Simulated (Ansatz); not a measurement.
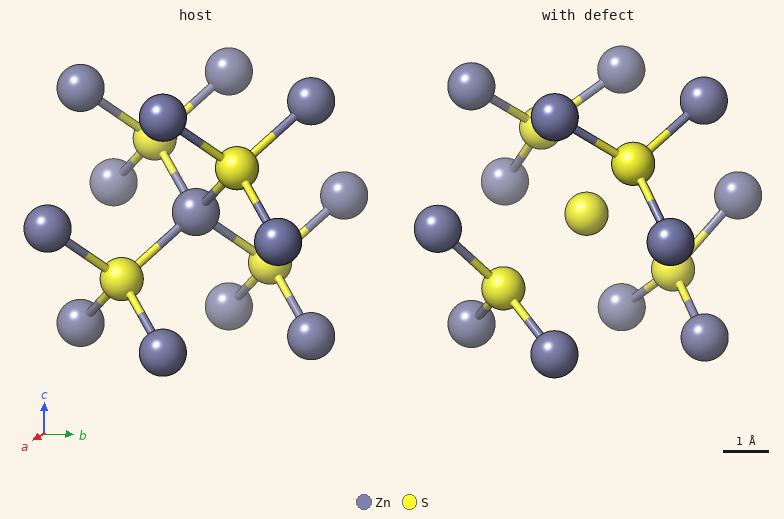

Left: perfect ZnS. Right: the same region with one point defect, after relaxing the atoms in a supercell of 64 sites. A ball-and-stick model of the atoms within 3.8 Å of one point, seen slightly off an axis.

All numbers below come from Ansatz, DFT, PBEsol, PAW, plane waves. Settings: plane-wave cutoff 420 eV; k-point mesh 1 × 1 × 1; mesh shifted by (0.25, 0.25, 0.25); collinear spin. Fermi-Dirac smearing of 0.01 eV. A uniform background neutralises the charged cell. The axes drawn are those of the host's conventional cell.

> Which defect is it?

A zinc atom is replaced by sulfur.

The charge state of the cell is −1.

> What does the relaxation do around it?

In the host the Zn atom has 4 S at 2.32 Å; the S atom ends with 4 S at 2.62 to 2.63 Å. Of the host's atoms, a sulfur atom moves furthest from its site, by 0.33 Å. The S atom itself moves 0.08 Å from where it was put. The cell's net moment is 3.00 μB.

Limits of the set-up: the cell is charged, on a uniform background, and energies carry no finite-size correction.
